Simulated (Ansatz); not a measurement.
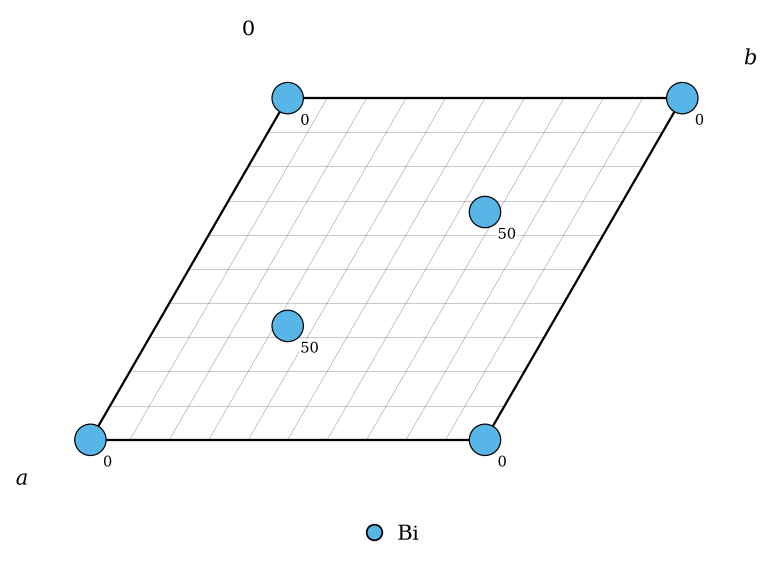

Plan of a unit cell projected along c (a down the page, b across); the numbers are heights in hundredths of c, and atoms on the cell's edges are repeated. The grid marks tenths of a and b. Source: the input geometry of an electronic-structure calculation (not necessarily at equilibrium); the starting structure was generated, so it need not be a known form of this composition. All values are computed from the atomic coordinates in the standard setting (tolerance 0.002 Å).

a = 5.774 Å, b = 5.774 Å, c = 3.396 Å, α = 90.00°, β = 90.00°, γ = 120.00°.

Q: What does the cell contain?

A: 3 Bi: Bi, Z = 3.

Q: Give the fractional coordinates of all atoms, to two places.

A:
```json
{"atom": "Bi", "x": "0.00", "y": "0.00", "z": "0.00"}
{"atom": "Bi", "x": "0.33", "y": "0.67", "z": "0.50"}
{"atom": "Bi", "x": "0.67", "y": "0.33", "z": "0.50"}
```
